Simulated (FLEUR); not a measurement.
**Energy of Tc along an even scaling of the cell**

System: Tc (P6₃/mmc, 2 atoms in the cell).
Method: Kohn-Sham DFT of a periodic cell, BLYP, all-electron, no spin polarisation (FLEUR MaX-R8.1 (later development tree)).

The 5 runs differ only in the geometry, by an even scaling of the cell at fixed fractional positions. The structure derives from an entry of the Crystallography Open Database.

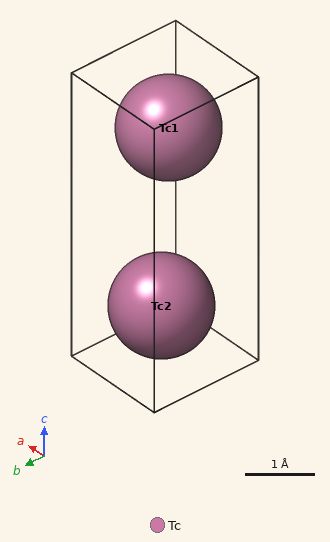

Figure 1. The structure of run 3 (spheres-only view of the cell of the calculation, seen at an oblique angle; atoms are numbered from 1 in the order of the input).

### Input of run 3
```
<?xml version="1.0" encoding="UTF-8" standalone="no"?>
<fleurInput fleurInputVersion="0.39">
   <comment>
      Tc                                                                                                  
   </comment>
   <calculationSetup>
      <cutoffs Kmax="4.26" Gmax="13.2" GmaxXC="13.2" numbands="0"/>
      <scfLoop itmax="60" minDistance="0.00001" maxIterBroyd="15" imix="Anderson" alpha="0.05" precondParam="0.0" spinf="2.0" sdNocoIR="T"/>
      <coreElectrons ctail="T" frcor="F" kcrel="0" coretail_lmax="0"/>
      <xcFunctional name="LibXC" relativisticCorrections="F">
         <LibXCName exchange="gga_x_b88" correlation="gga_c_lyp"/>
      </xcFunctional>
      <magnetism jspins="1"/>
      <soc l_soc="F" theta="0.0" phi="0.0" spav="F"/>
      <expertModes spex="0" secvar="F"/>
      <geometryOptimization l_f="F" forcealpha="1.0" forcemix="BFGS" epsdisp="0.00001" epsforce="0.00001"/>
      <ldaU l_linMix="F" mixParam="0.05" spinf="1.0"/>
   </calculationSetup>
   <cell>
      <bzIntegration valenceElectrons="30.0" mode="hist" fermiSmearingEnergy="0.00183747">
         <kPointListSelection listName="default-1"/>
         <!-- k-points included here -->
         <xi:include xmlns:xi="http://www.w3.org/2001/XInclude" href="kpts.xml"> </xi:include>
      </bzIntegration>
      <!-- symmetry operations included here -->
      <xi:include xmlns:xi="http://www.w3.org/2001/XInclude" href="sym.xml"> </xi:include>
      <bulkLattice scale="1.0000000000">
         <bravaisMatrix>
            <row-1>    5.1778495814039998     0.0000000000000000     0.0000000000000000</row-1>
            <row-2>   -2.5889247907019999     4.4841492745283826     0.0000000000000000</row-2>
            <row-3>    0.0000000000000000     0.0000000000000000     8.3110154959907998</row-3>
         </bravaisMatrix>
      </bulkLattice>
   </cell>
   <atomSpecies>
      <species name="Technetium (Tc)" element="Tc" atomicNumber="43">
         <mtSphere radius="2.3" gridPoints="783" logIncrement="0.016"/>
         <atomicCutoffs lmax="9" lnonsphr="7"/>
         <electronConfig flipSpins="F">
            <coreConfig>(1s1/2) (2s1/2) (2p1/2) (2p3/2) (3s1/2) (3p1/2) (3p3/2) (3d3/2) (3d5/2)</coreConfig>
            <valenceConfig>(4s1/2) (4p1/2) (4p3/2) (5s1/2) (4d3/2) (4d5/2)</valenceConfig>
            <stateOccupation state="(4d3/2)" spinUp="1.000000" spinDown="1.000000"/>
            <stateOccupation state="(4d5/2)" spinUp="1.500000" spinDown="1.500000"/>
         </electronConfig>
         <energyParameters s="5" p="5" d="4" f="4"/>
         <lo type="SCLO" l="0" n="4" eDeriv="0"/>
         <lo type="SCLO" l="1" n="4" eDeriv="0"/>
         <lo type="SCLO" l="1" n="4" eDeriv="1"/>
         <lo type="SCLO" l="2" n="4" eDeriv="2"/>
         <lo type="SCLO" l="3" n="4" eDeriv="2"/>
      </species>
   </atomSpecies>
   <atomGroups>
      <atomGroup species="Technetium (Tc)">
         <relPos label="                   1">-1.000/3.000 1.000/3.000 -1.000/4.000</relPos>
         <relPos label="                   2">1.000/3.000 -1.000/3.000 1.000/4.000</relPos>
         <force calculate="T" relaxXYZ="TTT"/>
      </atomGroup>
   </atomGroups>
   <output dos="F" band="F" slice="F">
      <checks vchk="F" cdinf="F"/>
      <bandDOS minEnergy="-.5*Htr" maxEnergy="0.5*Htr" sigma="0.015" storeEVData="T"/>
      <vacuumDOS vacdos="F" integ="F" star="F" nstars="0" locx1="0.0" locy1="0.0" locx2="0.0" locy2="0.0" nstm="0" tworkf="0.0"/>
      <unfoldingBand unfoldBand="F" supercellX="1" supercellY="1" supercellZ="1"/>
      <plotting iplot="0" polar="F">
         <plot TwoD="T" vec1="  1.0  0.0  0.0" vec2="  0.0  1.0  0.0" vec3="  0.0  0.0  1.0" zero="  0.0  0.0  0.0" file="plot"/>
      </plotting>
      <chargeDensitySlicing numkpt="0" minEigenval="0.0" maxEigenval="0.0" nnne="0" pallst="F"/>
      <specialOutput eonly="F"/>
      <moessbauerParams electricFieldGradient="T" isomerShift="T" coreHyperfine="T" valenceHyperfine="T"/>
      <magneticCircularDichroism mcd="F" energyLo="-10.0" energyUp="0.0"/>
   </output>
  <!-- We include the file relax.xml here to enable relaxations (see documentation) -->
  <xi:include xmlns:xi="http://www.w3.org/2001/XInclude" href="relax.xml"> <xi:fallback/> </xi:include>
</fleurInput>
```

Command:
```bash
inpgen -f crystal.txt -profile fastHighL; fleur_MPI
```

Run 4 has the same physical settings and fractional positions; its lattice vectors (Å) are:
```
   2.776057    0.000000    0.000000
  -1.388028    2.404136    0.000000
   0.000000    0.000000    4.455875
```

### Results, with one run withheld

| run | volume per atom (Å³) | free energy per atom, from the lowest run given (meV) |
| --- | --- | --- |
| 1 | 13.440 | 176.80 |
| 2 | 13.726 | 115.19 |
| 3 | 14.297 | 34.52 |
| 4 | 14.869 | ? |
| 5 | 15.155 | 0.00 |

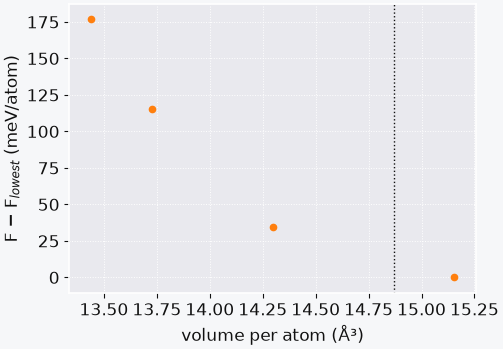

Figure 2. Free energy per atom of the runs given; the dotted line marks run 4.

What should run 4 give?

A quadratic polynomial in V^(−2/3) (the Birch–Murnaghan form), fitted to the 4 runs given, misses them by at most 0.08 meV per atom. With x = V^(−2/3) − 0.17110 Å⁻², it reads F = 52.826 + 15137 x + 1.0723e+06 x² (meV per atom). At run 4 it gives 1.32 meV per atom, and the run itself gives 1.56. The fit has its minimum at 15.051 Å³ per atom, where V d²F/dV² gives 273 GPa. Cell shape and fractional positions are held, so this is the stiffness under even scaling; the relaxed bulk modulus wasn't computed.

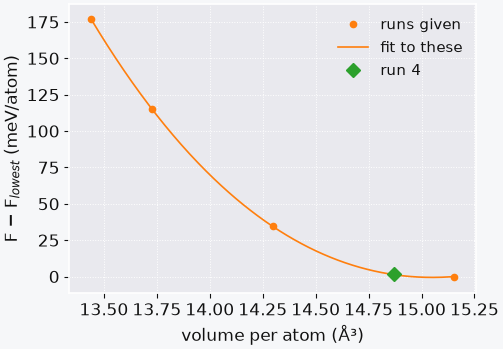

Figure 3. The fit and the withheld run.

### Output (run 4)
```
Welcome to FLEUR        (www.flapw.de)
      MaX-Release 8.1          (www.max-centre.eu)
 func_ids         131         106         131         106
The functional 'Becke 88' is an exchange functional, it belongs to the 'GGA' family and is defined in the reference(s):
[1] A. D. Becke.,  Phys. Rev. A 38, 3098 (1988)
The functional 'Lee, Yang & Parr' is a correlation functional, it belongs to the 'GGA' family and is defined in the reference(s):
[1] C. Lee, W. Yang, and R. G. Parr.,  Phys. Rev. B 37, 785 (1988)
[2] B. Miehlich, A. Savin, H. Stoll, and H. Preuss.,  Chem. Phys. Lett. 157, 200 (1989)
 Using same functional for VXC and EXC

 ========== k-point set info ==========
 Selected k-point list: default-1
 k-point list type: mesh
 11 x 11 x 6
 Number of k points: 64

 ------------Calculation Setup---------------------------
 Number of MPI-tasks      :            1
 Number of PE/node        :            1
 Number of OMP-threads    :            1
 Most efficient MPI parallelization for:
           1           2           4           8          16          32          64
 Additional eigenvalue parallelization possible
 Number of basis functions:          346
 Approximate size of matrices (H+S) per k-point:         0.002 GB
 --------------------------------------------------------

 Iteration:     1   Distance:      28.82730184 me/bohr^3

 Iteration:     2   Distance:      27.32586253 me/bohr^3

 Iteration:     3   Distance:       2.83127316 me/bohr^3

 Iteration:     4   Distance:       1.11340889 me/bohr^3

 Iteration:     5   Distance:       0.95512162 me/bohr^3

 Iteration:     6   Distance:       0.08665001 me/bohr^3

 Iteration:     7   Distance:       0.05032611 me/bohr^3

 Iteration:     8   Distance:       0.01191884 me/bohr^3

 Iteration:     9   Distance:       0.00245302 me/bohr^3

 Iteration:    10   Distance:       0.00151583 me/bohr^3

 Iteration:    11   Distance:       0.00029047 me/bohr^3

 Iteration:    12   Distance:       0.00001639 me/bohr^3

 Iteration:    13   Distance:       0.00001399 me/bohr^3

 Iteration:    14   Distance:       0.00000114 me/bohr^3

 ********************************************************************
 Run finished successfully
 Stop message:
   all done
 ********************************************************************
```
